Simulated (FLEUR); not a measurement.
## 1 ML Co on Mo(110), 4 substrate layers: moments or none

Wanted: the moments of 1 ML Co on Mo(110), 4 substrate layers and the energy gained by spin polarisation.

Method: PBEsol; all-electron FLAPW film, Dirac cores, scalar-relativistic bands, in FLEUR MaX-R8.1.

### 1. Set-up

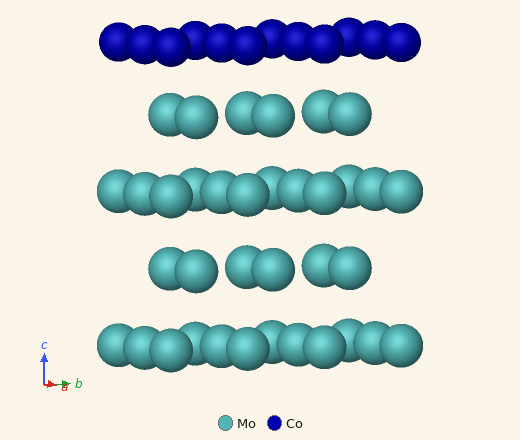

Start, viewed from the side, with the c axis up; molybdenum teal, cobalt blue. 2×3×1 cells are drawn. Some periodic images of atoms are drawn too.

The cell holds 5 atoms: 4 Mo and 1 Co. Cell: a = 2.725 Å, b = 2.725 Å, c = 22.761 Å, α = 90.0°, β = 90.0°, γ = 109.5°. Pseudomorphic film on a typed substrate lattice, hard-sphere layer spacings, unrelaxed. Vacuum lies along c.

Coordinates:

```xyz
5
Lattice="1.5734 -2.2251 0.0000 1.5734 2.2251 0.0000 0.0000 0.0000 22.7611" Properties=species:S:1:pos:R:3
Mo    0.0000    0.0000    7.0000
Mo    1.5734    0.0000    9.2252
Mo    0.0000    0.0000   11.4503
Mo    1.5734    0.0000   13.6754
Co    0.0000    0.0000   15.7611
```

### 2. Start 1: ferro +

The parallel start comes first: it shows whether parallel moments hold.

inpgen writes inp.xml from crystal.txt; cutoffs, mixing, functional, smearing and local orbitals are then set in the file. The k list default-1 (kpts.xml, not shown) is a Γ-centred 10×10×1 mesh; where the ranks do not divide the number of points, some are split in two of half the weight.

Input file inp.xml:

```
<?xml version="1.0" encoding="UTF-8" standalone="no"?>
<fleurInput fleurInputVersion="0.39">
   <comment>
      CoMo4
   </comment>
   <calculationSetup>
      <cutoffs Kmax="3.6" Gmax="12.6" GmaxXC="12.6" numbands="0"/>
      <scfLoop itmax="120" minDistance="0.00002" maxIterBroyd="15" imix="Anderson" alpha="0.03" precondParam="0.0" spinf="2.0" sdNocoIR="T"/>
      <coreElectrons ctail="T" frcor="F" kcrel="0" coretail_lmax="0"/>
      <xcFunctional name="PBEs" relativisticCorrections="F"/>
      <magnetism jspins="2"/>
      <soc l_soc="F" theta="0.0" phi="0.0" spav="F"/>
      <expertModes spex="0" secvar="F"/>
      <geometryOptimization l_f="F" forcealpha="1.0" forcemix="BFGS" epsdisp="0.00001" epsforce="0.00001"/>
      <ldaU l_linMix="F" mixParam="0.05" spinf="1.0"/>
   </calculationSetup>
   <cell>
      <bzIntegration valenceElectrons="73.0" mode="hist" fermiSmearingEnergy="0.00183747">
         <kPointListSelection listName="default-1"/>
         <xi:include xmlns:xi="http://www.w3.org/2001/XInclude" href="kpts.xml"> </xi:include>
      </bzIntegration>
      <xi:include xmlns:xi="http://www.w3.org/2001/XInclude" href="sym.xml"> </xi:include>
      <filmLattice scale="1.0" dVac="22.06" dTilda="24.56">
         <bravaisMatrixFilm>
            <row-1>    2.9733234303375089    -4.2049146375230668</row-1>
            <row-2>    2.9733234303375089     4.2049146375230668</row-2>
         </bravaisMatrixFilm>
         <vacuumEnergyParameters vacuum="1" spinUp="-.25" spinDown="-.25"/>
         <vacuumEnergyParameters vacuum="2" spinUp="-.25" spinDown="-.25"/>
      </filmLattice>
   </cell>
   <atomSpecies>
      <species name="Molybdenum (Mo)" element="Mo" atomicNumber="42">
         <mtSphere radius="2.35" gridPoints="777" logIncrement="0.016"/>
         <atomicCutoffs lmax="8" lnonsphr="6"/>
         <electronConfig flipSpins="F">
            <coreConfig>(1s1/2) (2s1/2) (2p1/2) (2p3/2) (3s1/2) (3p1/2) (3p3/2) (3d3/2) (3d5/2)</coreConfig>
            <valenceConfig>(4s1/2) (4p1/2) (4p3/2) (5s1/2) (4d3/2) (4d5/2)</valenceConfig>
            <stateOccupation state="(5s1/2)" spinUp="0.500000" spinDown="0.500000"/>
            <stateOccupation state="(4d3/2)" spinUp="1.000000" spinDown="1.000000"/>
            <stateOccupation state="(4d5/2)" spinUp="1.500000" spinDown="1.500000"/>
         </electronConfig>
         <energyParameters s="5" p="5" d="4" f="4"/>
         <lo type="SCLO" l="0" n="4" eDeriv="0"/>
         <lo type="SCLO" l="1" n="4" eDeriv="0"/>
      </species>
      <species name="Cobalt (Co2.000" element="Co" atomicNumber="27">
         <mtSphere radius="2.35" gridPoints="777" logIncrement="0.016"/>
         <atomicCutoffs lmax="8" lnonsphr="6"/>
         <electronConfig flipSpins="F">
            <coreConfig>(1s1/2) (2s1/2) (2p1/2) (2p3/2)</coreConfig>
            <valenceConfig>(3s1/2) (3p1/2) (3p3/2) (4s1/2) (3d3/2) (3d5/2)</valenceConfig>
            <stateOccupation state="(3d3/2)" spinUp="1.5" spinDown="1.3"/>
            <stateOccupation state="(3d5/2)" spinUp="3.0" spinDown="1.2"/>
         </electronConfig>
         <energyParameters s="4" p="4" d="3" f="4"/>
         <lo type="SCLO" l="0" n="3" eDeriv="0"/>
         <lo type="SCLO" l="1" n="3" eDeriv="0"/>
      </species>
   </atomSpecies>
   <atomGroups>
      <atomGroup species="Molybdenum (Mo)">
         <filmPos label="                   1">.0000000000 .0000000000 -8.2780623432</filmPos>
         <force calculate="T" relaxXYZ="TTT"/>
      </atomGroup>
      <atomGroup species="Molybdenum (Mo)">
         <filmPos label="                   2">1.000/2.000 1.000/2.000 -4.0731363192</filmPos>
         <force calculate="T" relaxXYZ="TTT"/>
      </atomGroup>
      <atomGroup species="Molybdenum (Mo)">
         <filmPos label="                   3">.0000000000 .0000000000 .1317466926</filmPos>
         <force calculate="T" relaxXYZ="TTT"/>
      </atomGroup>
      <atomGroup species="Molybdenum (Mo)">
         <filmPos label="                   4">1.000/2.000 1.000/2.000 4.3366727166</filmPos>
         <force calculate="T" relaxXYZ="TTT"/>
      </atomGroup>
      <atomGroup species="Cobalt (Co2.000">
         <filmPos label="                   5">.0000000000 .0000000000 8.2780623432</filmPos>
         <force calculate="T" relaxXYZ="TTT"/>
      </atomGroup>
   </atomGroups>
   <output dos="F" band="F" slice="F">
      <bandDOS minEnergy="-.5*Htr" maxEnergy="0.5*Htr" sigma="0.015" storeEVData="T"/>
      <plotting iplot="0" polar="F">
         <plot TwoD="T" vec1="  1.0  0.0  0.0" vec2="  0.0  1.0  0.0" vec3="  0.0  0.0  1.0" zero="  0.0  0.0 -0.5" file="plot"/>
      </plotting>
      <moessbauerParams electricFieldGradient="F" isomerShift="F" coreHyperfine="F" valenceHyperfine="F"/>
   </output>
</fleurInput>
```

Input file crystal.txt:

```
CoMo4
&input film=T cartesian=F /
1.57341500000  -2.22514500000  0.00000000000
1.57341500000  2.22514500000  0.00000000000
0.00000000000  0.00000000000  1.00000000000
1.8897261246
1.0 1.0 1.0

5
42 0.00000000000  0.00000000000  -8.27806234320
42 0.50000000000  0.50000000000  -4.07313631917
42 0.00000000000  0.00000000000  0.13174669256
42 0.50000000000  0.50000000000  4.33667271660
27 0.00000000000  0.00000000000  8.27806234320 : 2.000

&kpt div1=10 div2=10 div3=1 gamma=T /
```

Started as:

```bash
$ OMP_NUM_THREADS=1 inpgen -f crystal.txt > inpgen.log  # inp.xml is then edited as shown
$ OMP_NUM_THREADS=1 mpirun -n 4 fleur_MPI > fleur.log
```

The program printed:

```text
Welcome to FLEUR        (www.flapw.de)
      MaX-Release 8.1          (www.max-centre.eu)

 ========== k-point set info ==========
 Selected k-point list: default-1
 k-point list type: mesh
 0 x 0 x 0
 Number of k points: 32

 ------------Calculation Setup---------------------------
 Number of MPI-tasks      :            4
 Number of PE/node        :            4
 Number of OMP-threads    :            1
 k-points in parallel     :            4
 pe's per k-point         :            1
 No of k-point loops      :            8
 Eigenvalue solver        :       lapack
 Number of basis functions:          542
 Approximate size of matrices (H+S) per k-point:         0.009 GB
 --------------------------------------------------------
 Iteration:     1   Distance:      23.73225738 me/bohr^3
 Iteration:     2   Distance:      54.83327733 me/bohr^3
 Iteration:     3   Distance:      24.64444927 me/bohr^3
 Iteration:     4   Distance:      29.00156667 me/bohr^3
 Iteration:     5   Distance:      30.51510317 me/bohr^3
 Iteration:     6   Distance:      32.19705747 me/bohr^3
 Iteration:     7   Distance:      28.23174827 me/bohr^3
 Iteration:     8   Distance:      19.18086891 me/bohr^3
 Iteration:     9   Distance:      19.91054953 me/bohr^3
 Iteration:    10   Distance:      10.54858723 me/bohr^3
[... 51 iterations left out ...]
 Iteration:    62   Distance:       0.00075622 me/bohr^3
 Iteration:    63   Distance:       0.00159219 me/bohr^3
 Iteration:    64   Distance:       0.00199281 me/bohr^3
 Iteration:    65   Distance:       0.00108532 me/bohr^3
 Iteration:    66   Distance:       0.00100024 me/bohr^3
 Iteration:    67   Distance:       0.00027975 me/bohr^3
 Iteration:    68   Distance:       0.00029548 me/bohr^3
 Iteration:    69   Distance:       0.00025613 me/bohr^3
 Iteration:    70   Distance:       0.00007433 me/bohr^3
 Iteration:    71   Distance:       0.00001046 me/bohr^3

 ********************************************************************
 Run finished successfully
 Stop message:
   all done
 ********************************************************************

--- out.xml (last complete iteration) ---
<iteration numberForCurrentRun="   71" overallNumber="   71">
         [... left out ...]
         <bandgap value="0.0008407741" units="eV"/>
         <sumValenceSingleParticleEnergies value="-83.7166631653" units="Htr"/>
         <FermiEnergy value="-0.1643749153" units="Htr"/>
         <valenceDensity>
            <mtCharges spin="1">
               <mtCharge atomType="1" total="5.8390506" s="1.1207377" p="3.0235626" d="1.6799649" f="0.0124346"/>
               <mtCharge atomType="2" total="5.8834734" s="1.1249339" p="3.0600778" d="1.6776632" f="0.0176151"/>
               <mtCharge atomType="3" total="5.8811105" s="1.1242256" p="3.0598138" d="1.6763962" f="0.0175234"/>
               <mtCharge atomType="4" total="5.8858044" s="1.1209566" p="3.0478617" d="1.6965054" f="0.0172510"/>
               <mtCharge atomType="5" total="8.7926147" s="1.2081092" p="3.1220438" d="4.4544516" f="0.0062451"/>
            </mtCharges>
            <mtCharges spin="2">
               <mtCharge atomType="1" total="5.8647376" s="1.1217179" p="3.0248714" d="1.7031761" f="0.0125926"/>
               <mtCharge atomType="2" total="5.8965755" s="1.1251698" p="3.0616963" d="1.6886275" f="0.0178539"/>
               <mtCharge atomType="3" total="5.9094847" s="1.1252742" p="3.0615167" d="1.7018639" f="0.0176912"/>
               <mtCharge atomType="4" total="5.8508852" s="1.1215796" p="3.0563912" d="1.6525005" f="0.0174191"/>
               <mtCharge atomType="5" total="7.0713154" s="1.2008863" p="3.1364479" d="2.7257057" f="0.0066329"/>
            </mtCharges>
            <spinDependentCharge spin="1" total="37.2967346" interstitial="4.8812064" mtSpheres="32.2820536" vacuum1="0.0445245" vacuum2="0.0889500"/>
            <spinDependentCharge spin="2" total="35.7032657" interstitial="4.9725690" mtSpheres="30.5929984" vacuum1="0.0455310" vacuum2="0.0921673"/>
            <totalCharge value="73.0000002381"/>
         </valenceDensity>
         [... left out ...]
         <allElectronCharges>
            <spinDependentCharge spin="1" total="98.2967345" interstitial="4.8812110" mtSpheres="93.2820491" vacuum1="0.0445245" vacuum2="0.0889500"/>
            <spinDependentCharge spin="2" total="96.7032657" interstitial="4.9725736" mtSpheres="91.5929939" vacuum1="0.0455310" vacuum2="0.0921673"/>
            <totalCharge value="195.0000002201"/>
         </allElectronCharges>
         <magneticMomentsInMTSpheres units="muBohr">
            <globalMagMoment atomType="1" vec="0.00000   0.00000  -0.02569"/>
            <localMagMoment atomType="1" vec="0.00000   0.00000  -0.02569"/>
            <globalMagMoment atomType="2" vec="0.00000   0.00000  -0.01310"/>
            <localMagMoment atomType="2" vec="0.00000   0.00000  -0.01310"/>
            <globalMagMoment atomType="3" vec="0.00000   0.00000  -0.02837"/>
            <localMagMoment atomType="3" vec="0.00000   0.00000  -0.02837"/>
            <globalMagMoment atomType="4" vec="0.00000   0.00000   0.03492"/>
            <localMagMoment atomType="4" vec="0.00000   0.00000   0.03492"/>
            <globalMagMoment atomType="5" vec="0.00000   0.00000   1.72130"/>
            <localMagMoment atomType="5" vec="0.00000   0.00000   1.72130"/>
         </magneticMomentsInMTSpheres>
         <moessbauerParams unitsHFF="kG" unitsIS="e/bohr^3" unitsEFG="Htr/bohr^2">
         </moessbauerParams>
         <totalEnergy value="   -17581.8901260675" units="Htr">
            <sumOfEigenvalues value="   -10530.3327098597">
               <coreElectrons value="-10446.6160466944"/>
               <valenceElectrons value="-83.7166631653"/>
            </sumOfEigenvalues>
            <densityCoulombPotentialIntegral value="-28011.1562931412"/>
            <densityEffectivePotentialIntegral value="-28727.1346100355"/>
            <chargeDenXCDenIntegral value="-545.1730201538"/>
            <FockExchangeEnergyValence value="0.0000000000"/>
            <FockExchangeEnergyCore value="0.0000000000"/>
            <atomTypeDependentContributions atomType="1">
               <electronNucleiInteractionDifferentMTs value="4874.7238972439"/>
               <MadelungTerm value="-14.6193316229"/>
            </atomTypeDependentContributions>
            <atomTypeDependentContributions atomType="2">
               <electronNucleiInteractionDifferentMTs value="4875.5423606133"/>
               <MadelungTerm value="-13.7298032995"/>
            </atomTypeDependentContributions>
            <atomTypeDependentContributions atomType="3">
               <electronNucleiInteractionDifferentMTs value="4875.6801467572"/>
               <MadelungTerm value="-13.6635826675"/>
            </atomTypeDependentContributions>
            <atomTypeDependentContributions atomType="4">
               <electronNucleiInteractionDifferentMTs value="4875.0258376623"/>
               <MadelungTerm value="-14.2427428262"/>
            </atomTypeDependentContributions>
            <atomTypeDependentContributions atomType="5">
               <electronNucleiInteractionDifferentMTs value="1666.2159159545"/>
               <MadelungTerm value="-4.4972408714"/>
            </atomTypeDependentContributions>
            <tkbTimesEntropy value="0.0020257212"/>
            <freeEnergy value="-17581.8921517886"/>
            <extrapolationTo0K value="-17581.8911389280"/>
         </totalEnergy>
         <densityConvergence units="me/bohr^3">
            <chargeDensity spin="1" distance="0.0000060583"/>
            <chargeDensity spin="2" distance="0.0000067751"/>
            <overallChargeDensity distance="0.0000104576"/>
            <spinDensity distance="0.0000074731"/>
         </densityConvergence>
      </iteration>
```

The job ended after 6.8 min (4 MPI ranks of Arm Neoverse V1, shared host; peak memory 0.49 GiB; 27 min of CPU time).

Spin moment in the muffin-tin sphere by atom:

| atom | spin moment in the muffin-tin sphere (μB) |
| --- | --- |
| Mo1 | -0.03 |
| Mo2 | -0.01 |
| Mo3 | -0.03 |
| Mo4 | 0.03 |
| Co5 | 1.72 |

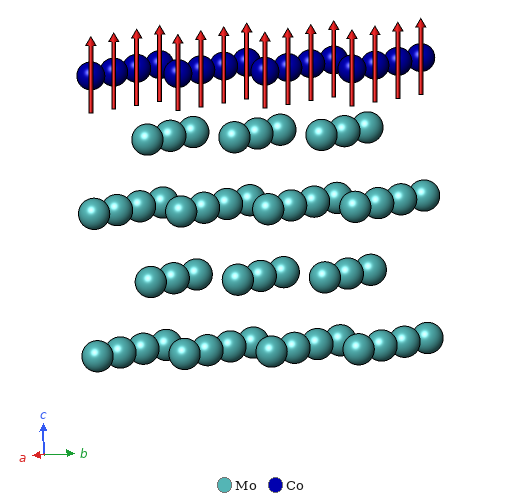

Spin moment in the muffin-tin sphere as arrows, the longest 1.72 μB. Up and down stand for the sign. Arrows give size and sign along the axis of quantisation, drawn up and down the page. 3×3×1 cells are drawn. Some periodic images of atoms are drawn too.

This step gave:

```yaml
free_energy: -478427.6583 eV
program_s_band_gap_on_this_mesh_in_a_metal_only_a_level_spacing: 8.41e-4 eV
magnetization: 1.593 μB
final_state: ferromagnetic
```

After 71 cycles the largest moment stands at 1.72 μB.

### 3. Start 2: no spin polarisation

Without spin polarisation no moment can form, so the difference from the other runs is what forming moments gains.

inp.xml, as its differences from that of step 2:

```diff
@@ -10,3 +10,3 @@
       <xcFunctional name="PBEs" relativisticCorrections="F"/>
-      <magnetism jspins="2"/>
+      <magnetism jspins="1"/>
       <soc l_soc="F" theta="0.0" phi="0.0" spav="F"/>
@@ -46,3 +46,3 @@
       </species>
-      <species name="Cobalt (Co2.000" element="Co" atomicNumber="27">
+      <species name="Cobalt (Co)" element="Co" atomicNumber="27">
          <mtSphere radius="2.35" gridPoints="777" logIncrement="0.016"/>
@@ -52,4 +52,4 @@
             <valenceConfig>(3s1/2) (3p1/2) (3p3/2) (4s1/2) (3d3/2) (3d5/2)</valenceConfig>
-            <stateOccupation state="(3d3/2)" spinUp="1.5" spinDown="1.3"/>
-            <stateOccupation state="(3d5/2)" spinUp="3.0" spinDown="1.2"/>
+            <stateOccupation state="(3d3/2)" spinUp="1.400000" spinDown="1.400000"/>
+            <stateOccupation state="(3d5/2)" spinUp="2.100000" spinDown="2.100000"/>
          </electronConfig>
@@ -77,3 +77,3 @@
       </atomGroup>
-      <atomGroup species="Cobalt (Co2.000">
+      <atomGroup species="Cobalt (Co)">
          <filmPos label="                   5">.0000000000 .0000000000 8.2780623432</filmPos>
```

crystal.txt, as its differences from that of step 2:

```diff
@@ -13,3 +13,3 @@
 42 0.50000000000  0.50000000000  4.33667271660
-27 0.00000000000  0.00000000000  8.27806234320 : 2.000
+27 0.00000000000  0.00000000000  8.27806234320
```

The program printed:

```text
[banner, memory and clock lines left out]
Welcome to FLEUR        (www.flapw.de)
      MaX-Release 8.1          (www.max-centre.eu)

 ========== k-point set info ==========
 Selected k-point list: default-1
 k-point list type: mesh
 0 x 0 x 0
 Number of k points: 32

 ------------Calculation Setup---------------------------
 Number of PE/node        :            4
 Number of OMP-threads    :            1
 k-points in parallel     :            4
 pe's per k-point         :            1
 No of k-point loops      :            8
 Eigenvalue solver        :       lapack
 Number of basis functions:          542
 Approximate size of matrices (H+S) per k-point:         0.009 GB
 Iteration:     1   Distance:      17.91498363 me/bohr^3
 Iteration:     2   Distance:      42.50714281 me/bohr^3
 Iteration:     3   Distance:      34.80951660 me/bohr^3
 Iteration:     4   Distance:      31.82752459 me/bohr^3
 Iteration:     5   Distance:      24.14095667 me/bohr^3
 Iteration:     6   Distance:      26.92276207 me/bohr^3
 Iteration:     7   Distance:      14.42277743 me/bohr^3
 Iteration:     8   Distance:      13.83933079 me/bohr^3
 Iteration:     9   Distance:      58.79073657 me/bohr^3
 Iteration:    10   Distance:       8.04645771 me/bohr^3
[... 37 iterations left out ...]
 Iteration:    48   Distance:       0.00431091 me/bohr^3
 Iteration:    49   Distance:       0.00710029 me/bohr^3
 Iteration:    50   Distance:       0.00210852 me/bohr^3
 Iteration:    51   Distance:       0.00139864 me/bohr^3
 Iteration:    52   Distance:       0.00107446 me/bohr^3
 Iteration:    53   Distance:       0.00068687 me/bohr^3
 Iteration:    54   Distance:       0.00023710 me/bohr^3
 Iteration:    55   Distance:       0.00018772 me/bohr^3
 Iteration:    56   Distance:       0.00004471 me/bohr^3
 Iteration:    57   Distance:       0.00001824 me/bohr^3

 ********************************************************************
 Run finished successfully
 Stop message:
   all done
 ********************************************************************

--- out.xml (last complete iteration) ---
<iteration numberForCurrentRun="   57" overallNumber="   57">
         [... left out ...]
         <bandgap value="0.0075630222" units="eV"/>
         <sumValenceSingleParticleEnergies value="-83.6527839383" units="Htr"/>
         <FermiEnergy value="-0.1681640021" units="Htr"/>
         <valenceDensity>
            <mtCharges spin="1">
               <mtCharge atomType="1" total="11.7046233" s="2.2426013" p="6.0477664" d="3.3845159" f="0.0250074"/>
               <mtCharge atomType="2" total="11.7799090" s="2.2498786" p="6.1221264" d="3.3660871" f="0.0353938"/>
               <mtCharge atomType="3" total="11.7914976" s="2.2493066" p="6.1215436" d="3.3791024" f="0.0352683"/>
               <mtCharge atomType="4" total="11.7179007" s="2.2427156" p="6.1060937" d="3.3275668" f="0.0351176"/>
               <mtCharge atomType="5" total="15.9029570" s="2.3930722" p="6.2379107" d="7.2558447" f="0.0126847"/>
            </mtCharges>
            <spinDependentCharge spin="1" total="73.0000002" interstitial="9.8358249" mtSpheres="62.8968876" vacuum1="0.0863349" vacuum2="0.1809529"/>
            <totalCharge value="73.0000002383"/>
         </valenceDensity>
         [... left out ...]
         <totalEnergy value="   -17581.8826048436" units="Htr">
            <sumOfEigenvalues value="   -10530.6222356118">
               <coreElectrons value="-10446.9694516735"/>
               <valenceElectrons value="-83.6527839383"/>
            </sumOfEigenvalues>
            <densityCoulombPotentialIntegral value="-28011.3905265473"/>
            <densityEffectivePotentialIntegral value="-28727.3319046396"/>
            <chargeDenXCDenIntegral value="-545.1452448752"/>
            <FockExchangeEnergyValence value="0.0000000000"/>
            <FockExchangeEnergyCore value="0.0000000000"/>
         [... left out ...]
            <tkbTimesEntropy value="0.0019352284"/>
            <freeEnergy value="-17581.8845400720"/>
            <extrapolationTo0K value="-17581.8835724578"/>
         </totalEnergy>
         <densityConvergence units="me/bohr^3">
            <chargeDensity spin="1" distance="0.0000182432"/>
         </densityConvergence>
      </iteration>
```

Elapsed: 3.2 min, on 4 MPI ranks; peak memory 0.36 GiB.

Read from the output:

```
free energy                                                       : -478427.4512 eV
program's band gap on this mesh (in a metal only a level spacing) : 0.007563 eV
final state                                                       : non-magnetic (no spin polarisation)
```

It lies 207 meV a seeded atom over the first start.

[end of part 1 of 2]

[Logs and program files are shortened in this print: banners, set-up blocks, solver, clock and traceback lines can be left out without a mark of their own.]

[Logs are printed without paths, hosts, clocks, repeated set-up lines and the standing remarks that a program may print on its own settings, such as how far it seeks lower states.]

[Hosts, paths, dates, database ids (printed as entryN), source tags and the programs' standing remarks are cut or masked in the printed files.]

[Where a cell is said to come from a database of computed structures, the database is the Materials Project.]
